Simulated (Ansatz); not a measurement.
# Run report: CoSi, geometry relaxation (part 1 of 3)

CoSi (slab, 24 atoms in the cell), computed with DFT PBE, scalar-relativistic, plane waves, PAW, no spin polarisation (Ansatz 0.2.0).

The structure derives from a Materials Project entry. It belongs to a series of runs on one base structure; here: (1 0 0) slab, atoms relaxed. Figures and captions count atoms from 1; the log counts them from 0 in places.

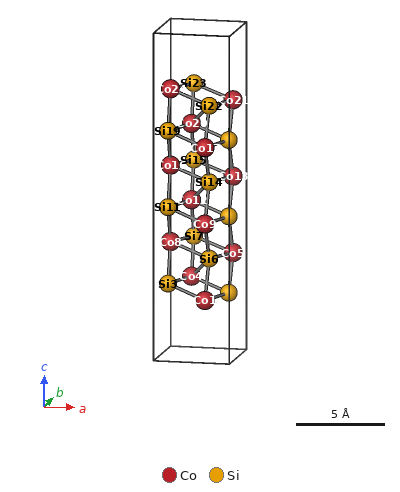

The starting structure (ball-and-stick view of the cell of the calculation, with the vacuum cut short, seen slightly off an axis; atoms are numbered from 1 in the order of the input).

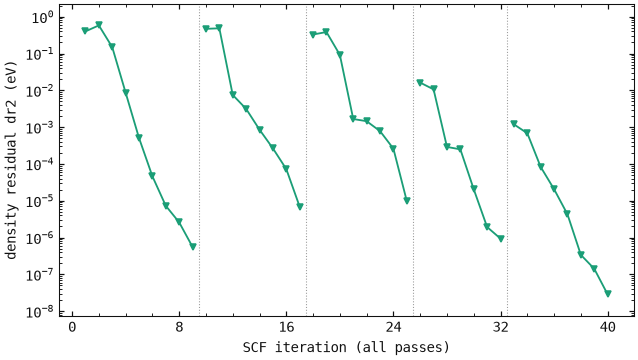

Convergence of the self-consistent field: density residual dr2 against the SCF iteration. The dotted lines part the SCF passes of the relaxation: geometry steps, rejected trials and re-solves on a re-selected basis. The 5 passes take 7 to 9 iterations each, 40 in all.

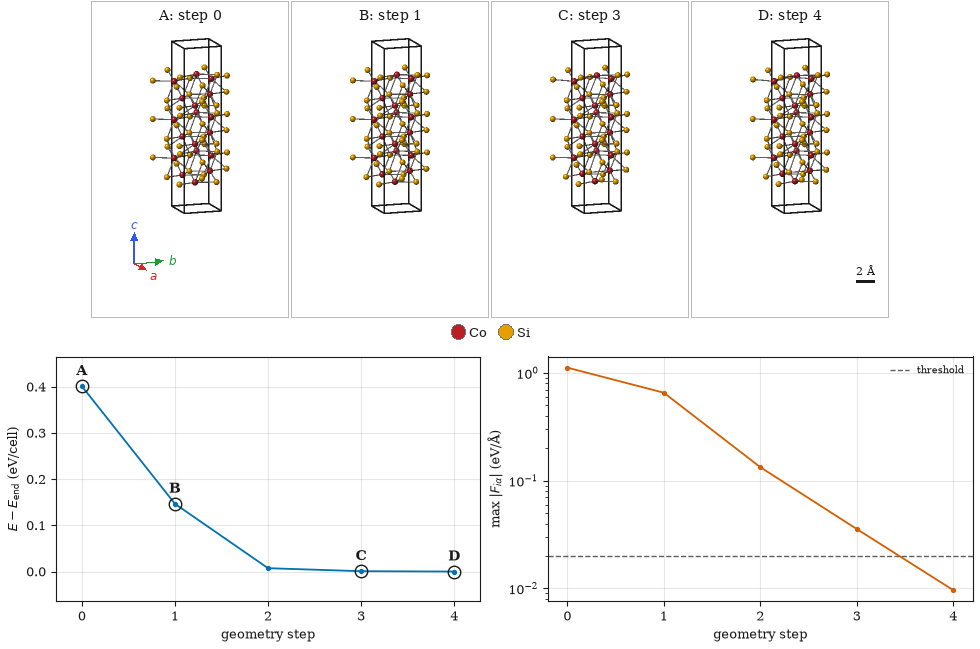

Frames of the relaxation (ball-and-stick view of the cell of the calculation, with the vacuum cut short (origin shifted), with bonded neighbours outside it, seen slightly off an axis) above the curves, on which the letters mark them (the first geometry is step 0 here and step 1 in the log).

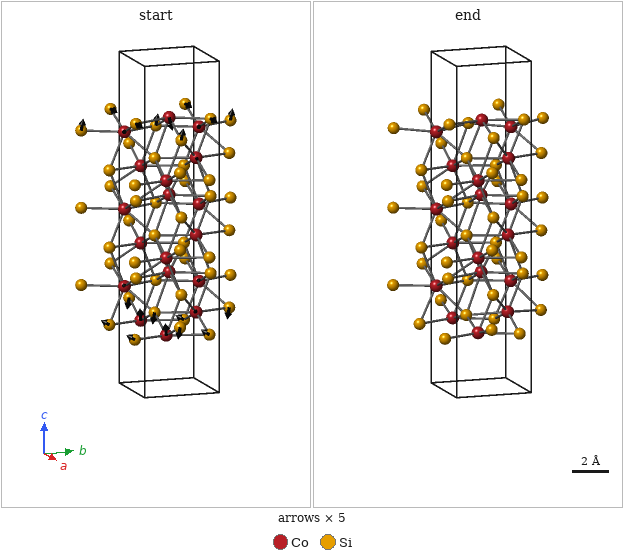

Before (left) and after (right) the relaxation, at one scale (ball-and-stick view of the cell of the calculation, with the vacuum cut short (origin shifted), with bonded neighbours outside it, seen slightly off an axis). The black arrows give the displacements, magnified 5 times. The largest moves, 0.16 Å, are those of Co1 and Co24. Largest moves by element: Co 0.16 Å, Si 0.14 Å. The cell doesn't change. Distances before and after: Co17–Si22 2.432 → 2.565 Å, Co1–Si3 2.432 → 2.299 Å, Co20–Si22 2.316 → 2.412 Å, Co1–Si2 2.432 → 2.341 Å. Among the angles that change: Co1–Si3–Co1 136.7° → 149.9°, Si3–Co1–Si3 136.7° → 149.9°, Si3–Co1–Si6 68.6° → 75.6°. After 4 geometry steps the energy has fallen by 0.401 eV per cell of the calculation. The largest force component goes from 1.1 to 0.0097 eV/Å. (Atoms are counted from 1 in the order of the input.)

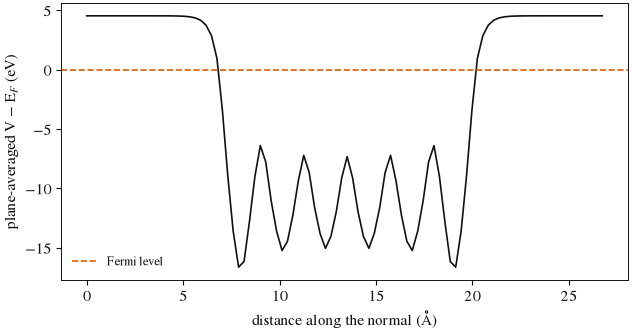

Plane average of the electrostatic potential energy of an electron across the cell, from the Fermi level. The vacuum level lies 4.54 eV above the Fermi level.

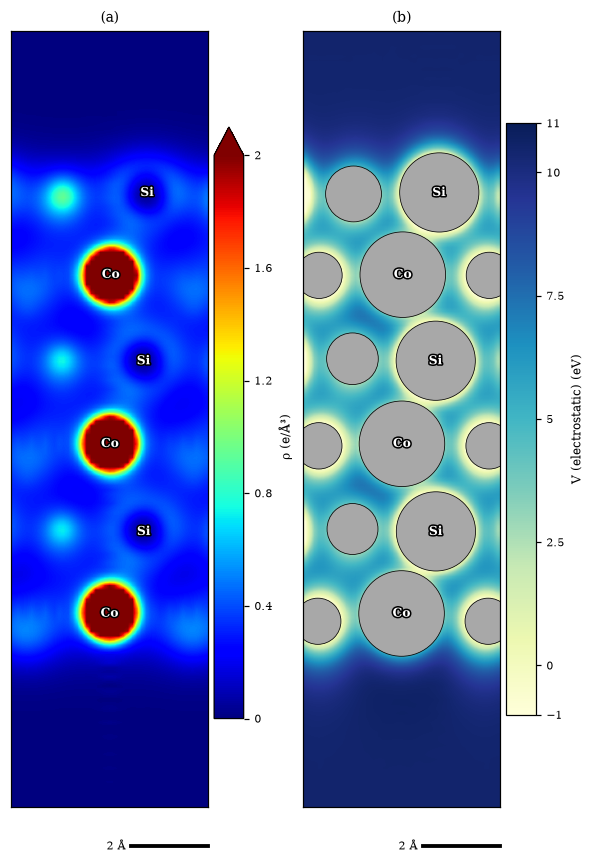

(a) valence charge density (pseudo); (b) electrostatic potential (local pseudopotential plus Hartree) felt by an electron on the (100) plane of the calculation cell, a cut from vacuum to vacuum. Grey discs, where drawn, cover atomic cores. The section cuts through Co and Si sites. Co–Si (2.32 Å): ρ is about 0.48 e/Å³ halfway. Co–Si (2.32 Å): the density is about 0.48 e/Å³ at the midpoint. Co–Si (2.40 Å): ρ is about 0.43 e/Å³ halfway. Co–Si (2.40 Å): the density is about 0.43 e/Å³ at the midpoint. The density dies away to nearly zero in the vacuum. The fields are those of the smooth PAW valence density.

The input that produced these results follows, with the program's output.

**The input**
```yaml
crystal:
  lattice:
    - [4.4303090966, 0.0, 0.0]
    - [0.0, 4.4303090966, 0.0]
    - [0.0, 0.0, 27.0058545636]
  atoms:
    - { symbol: Co, position: [0.645031949, 0.145031949, 0.2777175587] }
    - { symbol: Si, position: [0.8431817518, 0.6568182482, 0.2796511005] }
    - { symbol: Si, position: [0.1568182482, 0.1568182482, 0.310224024] }
    - { symbol: Co, position: [0.354968051, 0.645031949, 0.3121575658] }
    - { symbol: Co, position: [0.854968051, 0.854968051, 0.3597425338] }
    - { symbol: Si, position: [0.6568182482, 0.3431817518, 0.3616760756] }
    - { symbol: Si, position: [0.3431817518, 0.8431817518, 0.3922489991] }
    - { symbol: Co, position: [0.145031949, 0.354968051, 0.3941825409] }
    - { symbol: Co, position: [0.645031949, 0.145031949, 0.4417675089] }
    - { symbol: Si, position: [0.8431817518, 0.6568182482, 0.4437010507] }
    - { symbol: Si, position: [0.1568182482, 0.1568182482, 0.4742739742] }
    - { symbol: Co, position: [0.354968051, 0.645031949, 0.476207516] }
    - { symbol: Co, position: [0.854968051, 0.854968051, 0.523792484] }
    - { symbol: Si, position: [0.6568182482, 0.3431817518, 0.5257260258] }
    - { symbol: Si, position: [0.3431817518, 0.8431817518, 0.5562989493] }
    - { symbol: Co, position: [0.145031949, 0.354968051, 0.5582324911] }
    - { symbol: Co, position: [0.645031949, 0.145031949, 0.6058174591] }
    - { symbol: Si, position: [0.8431817518, 0.6568182482, 0.6077510009] }
    - { symbol: Si, position: [0.1568182482, 0.1568182482, 0.6383239244] }
    - { symbol: Co, position: [0.354968051, 0.645031949, 0.6402574662] }
    - { symbol: Co, position: [0.854968051, 0.854968051, 0.6878424342] }
    - { symbol: Si, position: [0.6568182482, 0.3431817518, 0.689775976] }
    - { symbol: Si, position: [0.3431817518, 0.8431817518, 0.7203488995] }
    - { symbol: Co, position: [0.145031949, 0.354968051, 0.7222824413] }
basis:
  ecutwfc: 420
kpoints:
  mp_grid: { grid: [8, 8, 1] }
hamiltonian:
  xc: pbe
scf:
  occupations: { method: gaussian, width: 0.1 }
output:
  forces: true
  eigenvalues: true
  write_density: true
  write_potential: true
  elf: true
  volumetric_format: npy
relax:
  adjacent_minimum: "off"
  f_tol: 0.02
  max_steps: 60
efield:
  axis: 3
  dipole_correction: true
  ramp_width: 0.04
```

Launch command:
```bash
ansatz run input.yaml --threads 4 --pin off --max-ram 8192MiB --backend cpu --events-out ev --progress --plain --runs-dir out
```

**Log**
```
Engine: ansatz 0.2.0, aarch64-unknown-linux-gnu
Pseudopotentials: kind: paw
Pseudopotential: Co, paw, valence charge 17, recommended cutoff 420 eV (normal), Co.paw.azcp
Pseudopotential: Si, paw, valence charge 4, recommended cutoff 420 eV (normal), Si.paw.azcp
Functional definition: PBE
  parameter kappa = 0.804
  parameter beta = 0.06672455060314922
  exchange = pbe_x(kappa = kappa, mu = beta*pi^2/3)
  correlation = pbe_c(beta = beta)
Crystal: 24 atoms, lattice volume = 530.061 Å³
Basis set: ecut = 420 eV, 10451 PW (Γ), exchange–correlation on 60×60×384 points (8 copies of the dense FFT grid, shifted against one another)
Bands: 152, of which v1, the nominal top of the filled ones, is band 126 counted from 1 (125 counted from 0)
Symmetry: 1 space group operations
k-points: 34 of 64 (time reversal used)
Non-local potential: Co, projectors of the file, l = 0: 3, l = 1: 2, l = 2: 3, l = 3: 1
Non-local potential: Si, projectors of the file, l = 0: 2, l = 1: 2, l = 2: 2
PAW form: soft (Blöchl's): semilocal exchange-correlation on the pseudo side does not see the compensation charge
PAW one-centre angular grid: Co, 590 points (default); XC on 64 Gauss nodes
PAW one-centre angular grid: Si, 110 points (default); XC on 64 Gauss nodes
Initial density: superposition of atomic densities (neutral atoms: chi_scale 0, normalization atom), corrected by the library's trained network
Initial wavefunctions: pseudopotential atomic-orbital guess
Functional: x = pbe(κ = 0.804, μ = 0.2195149727645171), c = pbe(β = 0.06672455060314922)
SCF iter   1: F=—  HF=-69153.024935 eV  |F-HF|=—  |Δ(HF+E_count)|=         —  Δρ=8.16e-3  dr2=3.99e-1  ethr=1.77e-3  p=0.000 e·Å  D=5.65e-14 V/Å  ΔV_dip=-0.00 eV  dr2_dipole=1.72e-7  V_vac-E_F(+/−)=4.57/4.57 eV  ⟨swp⟩=8.9  Hψ=26869  notcnv=0  defer=118
efield: sawtooth ramp at fractional position 0.9800 (placed from the atoms, in the widest stretch of the axis that holds none; the zero of the levels goes with the place), width 0.0400; the density the first Hamiltonian is built on has a dipole p = 0.000 e·Å; the dipole correction subtracts the counter field D = 5.65e-14 V/Å, which shifts the + side's vacuum level by -0.00 eV against the − side's; the planar-averaged density in the ramp window peaks in size at 1.3e-5 e/Å³
preconditioner: auto → LDOS  [metal: Δε(μ)=0.011 eV  Ē_g=6.101 eV  σ=0.100 eV  W_gap=0.06  n_scr=132 (ndim 8)  ℏωp=20.1 eV  f_vac=0.451  D(μ)=9.27/eV (n_scr^D=50)  β→1.0]
SCF iter   2: F=—  HF=-69153.035154 eV  |F-HF|=—  |Δ(HF+E_count)|=   1.02e-2  Δρ=1.03e-2  dr2=5.80e-1  ethr=1.58e-4  p=0.000 e·Å  D=1.72e-5 V/Å  ΔV_dip=-0.00 eV  dr2_dipole=1.03e-5  V_vac-E_F(+/−)=4.50/4.50 eV  ⟨swp⟩=2.6  Hψ=9659  notcnv=0  defer=605
SCF iter   3: F=—  HF=-69153.018963 eV  |F-HF|=—  |Δ(HF+E_count)|=   1.62e-2  Δρ=6.02e-3  dr2=1.49e-1  ethr=1.58e-4  p=0.000 e·Å  D=1.32e-5 V/Å  ΔV_dip=-0.00 eV  dr2_dipole=1.16e-7  V_vac-E_F(+/−)=4.53/4.53 eV  ⟨swp⟩=2.0  Hψ=6929  notcnv=0  defer=605
SCF iter   4: F=—  HF=-69153.007659 eV  |F-HF|=—  |Δ(HF+E_count)|=   1.13e-2  Δρ=1.31e-3  dr2=8.66e-3  ethr=5.91e-5  p=0.000 e·Å  D=4.41e-6 V/Å  ΔV_dip=-0.00 eV  dr2_dipole=6.02e-8  V_vac-E_F(+/−)=4.52/4.52 eV  ⟨swp⟩=2.1  Hψ=6739  notcnv=0  defer=605
SCF iter   5: F=—  HF=-69153.007786 eV  |F-HF|=—  |Δ(HF+E_count)|=   1.27e-4  Δρ=3.31e-4  dr2=5.08e-4  ethr=3.44e-6  p=0.000 e·Å  D=4.16e-6 V/Å  ΔV_dip=-0.00 eV  dr2_dipole=4.76e-8  V_vac-E_F(+/−)=4.52/4.52 eV  ⟨swp⟩=2.1  Hψ=7477  notcnv=0  defer=228
SCF iter   6: F=—  HF=-69153.007831 eV  |F-HF|=—  |Δ(HF+E_count)|=   4.56e-5  Δρ=1.02e-4  dr2=4.62e-5  ethr=2.02e-7  p=0.000 e·Å  D=3.77e-6 V/Å  ΔV_dip=-0.00 eV  dr2_dipole=1.10e-8  V_vac-E_F(+/−)=4.52/4.52 eV  ⟨swp⟩=2.7  Hψ=9063  notcnv=0  defer=194
iter 7 did not close the SCF: its close was put off until two iterations running show no level that it waits for move by more than its bar (scf_convergence_deferred on its scf_iter line)
SCF iter   7: F=-69153.007902 eV  HF=-69153.007878 eV  |F-HF|=2.45e-5  |Δ(HF+E_count)|=   4.63e-5  Δρ=4.21e-5  dr2=7.29e-6  ethr=3.97e-9  p=0.000 e·Å  D=2.59e-6 V/Å  ΔV_dip=-0.00 eV  dr2_dipole=2.35e-10  V_vac-E_F(+/−)=4.51/4.51 eV  ⟨swp⟩=24.9  Hψ=63626  notcnv=0
iter 8 did not close the SCF: its close was put off until two iterations running show no level that it waits for move by more than its bar (scf_convergence_deferred on its scf_iter line)
SCF iter   8: F=-69153.007905 eV  HF=-69153.007899 eV  |F-HF|=5.92e-6  |Δ(HF+E_count)|=   2.15e-5  Δρ=2.25e-5  dr2=2.59e-6  ethr=2.89e-9  p=0.000 e·Å  D=1.47e-6 V/Å  ΔV_dip=-0.00 eV  dr2_dipole=5.94e-10  V_vac-E_F(+/−)=4.51/4.51 eV  ⟨swp⟩=15.1  Hψ=48837  notcnv=0
SCF iter   9: F=-69153.007907 eV  HF=-69153.007907 eV  |F-HF|=1.19e-7  |Δ(HF+E_count)|=   7.27e-6  Δρ=1.15e-5  dr2=5.57e-7  ethr=1.03e-9  p=0.000 e·Å  D=6.31e-7 V/Å  ΔV_dip=-0.00 eV  dr2_dipole=1.74e-9  V_vac-E_F(+/−)=4.51/4.51 eV  ⟨swp⟩=14.1  Hψ=46971  notcnv=0
SCF 1 converged in 9 iterations: F = -69153.007907 eV  dr2 = 5.57e-7
  greatest PAW one-centre occupation: 1.001 electrons in one spin orbital (limit 2), on the Co atom at site 23 (counted from 0), in its partial waves of l = 1
relax step   1: F+E_penalty+E_count = -69153.00790670 eV  Δ(F+E_penalty+E_count) = +0.000e0 eV  max|allowed force component| = 1.123e0 eV/Å  Δτ_max = 0.0000 Å  (9 SCF iters, dr2 threshold 1.00e-5 eV, accepted)
Initial density: handed on by an earlier stage of this run
Initial wavefunctions: those handed on with the density
iter 1 solved again at ethr=2.05e-4 eV; its pass at ethr=3.10e-3 eV (dr2=5.17e-1 eV) is discarded
SCF iter   1: F=—  HF=-69153.295171 eV  |F-HF|=—  |Δ(HF+E_count)|=         —  Δρ=8.36e-3  dr2=4.68e-1  ethr=2.05e-4  p=0.000 e·Å  D=6.31e-7 V/Å  ΔV_dip=-0.00 eV  dr2_dipole=4.17e-10  V_vac-E_F(+/−)=4.51/4.51 eV  ⟨swp⟩=2.1  Hψ=16635  notcnv=0  defer=604
efield: sawtooth ramp at fractional position 0.9800 (handed on by an earlier solve), width 0.0400; the density the first Hamiltonian is built on has a dipole p = 0.000 e·Å; the dipole correction subtracts the counter field D = 6.31e-7 V/Å, which shifts the + side's vacuum level by -0.00 eV against the − side's; the planar-averaged density in the ramp window peaks in size at 3.9e-6 e/Å³
preconditioner: auto → LDOS  [metal: Δε(μ)=0.031 eV  Ē_g=6.136 eV  σ=0.100 eV  W_gap=0.17  n_scr=132 (ndim 8)  ℏωp=20.1 eV  f_vac=0.454  D(μ)=9.31/eV (n_scr^D=50)  β→1.0]
SCF iter   2: F=—  HF=-69153.313465 eV  |F-HF|=—  |Δ(HF+E_count)|=   1.83e-2  Δρ=9.94e-3  dr2=4.84e-1  ethr=1.86e-4  p=-0.000 e·Å  D=-4.22e-6 V/Å  ΔV_dip=0.00 eV  dr2_dipole=1.58e-6  V_vac-E_F(+/−)=4.47/4.47 eV  ⟨swp⟩=2.2  Hψ=7890  notcnv=0  defer=604
SCF iter   3: F=—  HF=-69153.261215 eV  |F-HF|=—  |Δ(HF+E_count)|=   5.23e-2  Δρ=1.39e-3  dr2=7.48e-3  ethr=1.86e-4  p=-0.000 e·Å  D=-3.20e-6 V/Å  ΔV_dip=0.00 eV  dr2_dipole=1.40e-7  V_vac-E_F(+/−)=4.49/4.49 eV  ⟨swp⟩=2.0  Hψ=7262  notcnv=0  defer=604
SCF iter   4: F=—  HF=-69153.261844 eV  |F-HF|=—  |Δ(HF+E_count)|=   6.29e-4  Δρ=9.44e-4  dr2=3.13e-3  ethr=2.97e-6  p=-0.000 e·Å  D=-6.99e-6 V/Å  ΔV_dip=0.00 eV  dr2_dipole=2.23e-7  V_vac-E_F(+/−)=4.51/4.51 eV  ⟨swp⟩=3.2  Hψ=10969  notcnv=0  defer=604
SCF iter   5: F=—  HF=-69153.262178 eV  |F-HF|=—  |Δ(HF+E_count)|=   3.33e-4  Δρ=4.72e-4  dr2=8.54e-4  ethr=1.24e-6  p=-0.000 e·Å  D=-5.76e-6 V/Å  ΔV_dip=0.00 eV  dr2_dipole=1.37e-7  V_vac-E_F(+/−)=4.52/4.52 eV  ⟨swp⟩=2.0  Hψ=6673  notcnv=0  defer=604
SCF iter   6: F=—  HF=-69153.262378 eV  |F-HF|=—  |Δ(HF+E_count)|=   2.00e-4  Δρ=2.23e-4  dr2=2.65e-4  ethr=3.39e-7  p=-0.000 e·Å  D=-3.09e-6 V/Å  ΔV_dip=0.00 eV  dr2_dipole=1.41e-7  V_vac-E_F(+/−)=4.52/4.52 eV  ⟨swp⟩=2.0  Hψ=6679  notcnv=0  defer=604
SCF iter   7: F=—  HF=-69153.262485 eV  |F-HF|=—  |Δ(HF+E_count)|=   1.08e-4  Δρ=1.15e-4  dr2=7.25e-5  ethr=1.05e-7  p=-0.000 e·Å  D=-1.51e-6 V/Å  ΔV_dip=0.00 eV  dr2_dipole=4.85e-8  V_vac-E_F(+/−)=4.53/4.53 eV  ⟨swp⟩=2.0  Hψ=6827  notcnv=0  defer=604
SCF iter   8: F=-69153.262492 eV  HF=-69153.262482 eV  |F-HF|=9.98e-6  |Δ(HF+E_count)|=   3.23e-6  Δρ=3.78e-5  dr2=6.89e-6  ethr=2.88e-8  p=-0.000 e·Å  D=-6.35e-7 V/Å  ΔV_dip=0.00 eV  dr2_dipole=4.61e-9  V_vac-E_F(+/−)=4.53/4.53 eV  ⟨swp⟩=25.0  Hψ=62056  notcnv=0
SCF 2 converged in 8 iterations: F = -69153.262492 eV  dr2 = 6.89e-6
  greatest PAW one-centre occupation: 1.001 electrons in one spin orbital (limit 2), on the Co atom at site 0 (counted from 0), in its partial waves of l = 1
relax step   2: F+E_penalty+E_count = -69153.26249220 eV  Δ(F+E_penalty+E_count) = -2.546e-1 eV  max|allowed force component| = 6.570e-1 eV/Å  Δτ_max = 0.0855 Å  (8 SCF iters, dr2 threshold 7.89e-5 eV, accepted)
```
